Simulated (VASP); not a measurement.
# A series of single points on Ge

System: Ge (P6₃mc, 4 atoms in the cell).
Method: Kohn-Sham DFT of a periodic cell, PBEsol, VASP PAW PBE potentials, recommended, no spin polarisation (VASP 6.6.1).

The 7 runs differ only in the geometry, by an even scaling of the cell at fixed fractional positions. The structure derives from a Materials Project entry.

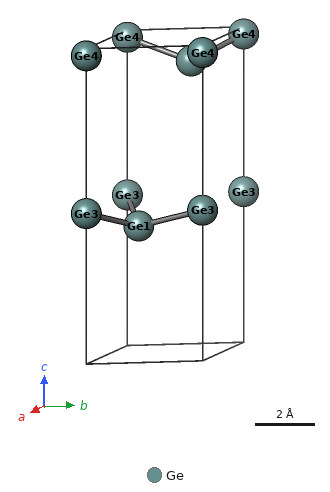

Figure 1. The structure of run 4 (ball-and-stick view of the cell of the calculation, seen slightly off an axis; atoms are numbered from 1 in the order of the input).

**INCAR of run 4**
```
PREC = Accurate ; ENCUT = 520
EDIFF = 1E-7 ; ISMEAR = -1
SIGMA = 0.05 ; LREAL = F
LASPH = T ; NELM = 80
ALGO = Normal ; ISIF = 2
LWAVE = F ; LCHARG = F
GGA = PS ; NBANDS = 36
```

**KPOINTS of run 4**
```
Automatic mesh
0
Gamma
  8 8 3
```

**POSCAR of run 4**
```
Ge
1.0
    4.0504045371      0.0000000000      0.0000000000
   -2.0252022685      3.5077532247      0.0000000000
    0.0000000000      0.0000000000     10.9933590000
Ge
4
Direct
    0.6666666667      0.3333333333      0.4148480000
    0.3333333333      0.6666666667      0.9148480000
    0.0000000000      0.0000000000      0.4774520000
    0.0000000000      0.0000000000      0.9774520000
```

Command:
```bash
cat potpaw_PBE.64/Ge_d/POTCAR > POTCAR
mpirun -np 1 vasp_std > vasp.out
```

Run 6 differs from it as follows:
```diff
-    4.0504045371      0.0000000000      0.0000000000
-   -2.0252022685      3.5077532247      0.0000000000
-    0.0000000000      0.0000000000     10.9933590000
+    4.1037054460      0.0000000000      0.0000000000
+   -2.0518527230      3.5539131659      0.0000000000
+    0.0000000000      0.0000000000     11.1380250504
```

**Results, with one run withheld**

```tsv
run	volume per atom (Å³)	free energy per atom, from the lowest run given (meV)	pressure (GPa)	gap on the mesh (eV)
1	36.705	0.00	0.22	0.70
2	37.486	0.56	−0.48	0.69
3	38.267	4.27	−1.08	0.68
4	39.048	10.80	−1.63	0.66
5	39.829	19.79	−2.11	0.55
6	40.610	?	?	?
7	41.391	44.01	−2.89	0.35
```

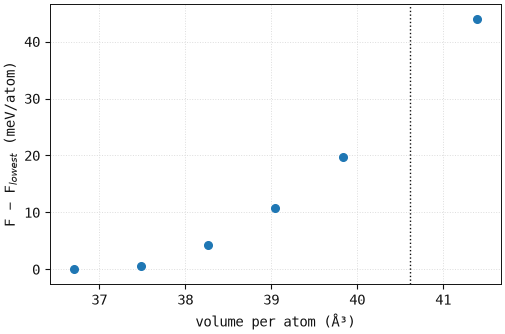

Figure 2. Free energy per atom of the runs given; the dotted line marks run 6.

What should run 6 give?

A cubic polynomial in V^(−2/3) (the Birch–Murnaghan form), fitted to the 6 runs given, misses them by at most 0.01 meV per atom. With x = V^(−2/3) − 0.08735 Å⁻², it reads F = 7.8739 − 5787.8 x + 1.0221e+06 x² + 5.8147e+06 x³ (meV per atom). At run 6 it gives 30.94 meV per atom, and the run itself gives 30.94. The slope of the fit gives a pressure −dF/dV of −2.49 GPa there, and the run prints −2.52 GPa. The fit has its minimum at 36.966 Å³ per atom, where V d²F/dV² gives 33.5 GPa. Cell shape and fractional positions are held, so this is the stiffness under even scaling; the relaxed bulk modulus wasn't computed. The gap on the mesh goes, without turning, from 0.70 eV in run 1 to 0.35 eV in run 7; run 6 has 0.44 eV. These are gaps of this functional on this mesh, which can miss the band edges; they aren't the measured gap.

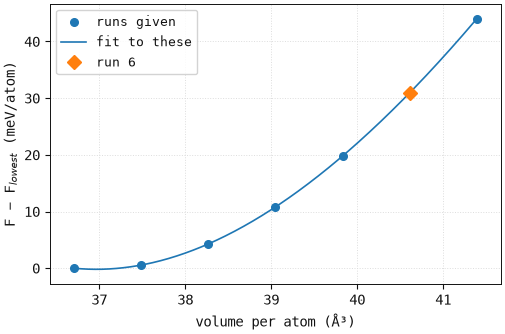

Figure 3. The fit and the withheld run.

**OSZICAR and lines of OUTCAR (run 6)**
```
N       E                     dE             d eps       ncg     rms          rms(c)
DAV:   1     0.505342600150E+03    0.50534E+03   -0.28284E+04  1688   0.347E+03
DAV:   2     0.727359395398E+02   -0.43261E+03   -0.42296E+03  1440   0.792E+02
DAV:   3    -0.124610303510E+02   -0.85197E+02   -0.84211E+02  1636   0.205E+02
DAV:   4    -0.175670257143E+02   -0.51060E+01   -0.50944E+01  1656   0.577E+01
DAV:   5    -0.177243345430E+02   -0.15731E+00   -0.15728E+00  1656   0.114E+01    0.391E+00
DAV:   6    -0.174977190520E+02    0.22662E+00   -0.16879E-01  1608   0.434E+00    0.223E+00
DAV:   7    -0.173795973891E+02    0.11812E+00   -0.31195E-01  1920   0.401E+00    0.237E-01
DAV:   8    -0.173894891010E+02   -0.98917E-02   -0.61922E-02  1556   0.305E+00    0.179E-01
DAV:   9    -0.173912715471E+02   -0.17824E-02   -0.33050E-03  1636   0.162E+00    0.856E-02
DAV:  10    -0.173921241950E+02   -0.85265E-03   -0.12364E-03  1564   0.157E+00    0.236E-02
DAV:  11    -0.173922507177E+02   -0.12652E-03   -0.46366E-04  2420   0.579E-01    0.171E-02
DAV:  12    -0.173923400492E+02   -0.89332E-04   -0.18992E-04  1748   0.126E-01    0.587E-03
DAV:  13    -0.173923542462E+02   -0.14197E-04   -0.42459E-05  1648   0.152E-01    0.411E-03
DAV:  14    -0.173923562657E+02   -0.20195E-05   -0.75779E-06  1596   0.186E-01    0.128E-03
DAV:  15    -0.173923566377E+02   -0.37192E-06   -0.25582E-06  2084   0.229E-02    0.830E-04
DAV:  16    -0.173923565965E+02    0.41155E-07   -0.28706E-08   972   0.111E-02
   1 F= -.17392357E+02 E0= -.17392129E+02  d E =-.455226E-03
[... from OUTCAR:]
  free energy    TOTEN  =       -17.39235660 eV
  energy without entropy =      -17.39190137  energy(sigma->0) =      -17.39212898
 E-fermi :   0.4847     XC(G=0):  -7.1662     alpha+bet : -5.8064
  free  energy   TOTEN  =       -17.3923565965 eV
  energy  without entropy=      -17.3919013701  energy(sigma->0) =      -17.39212898
```
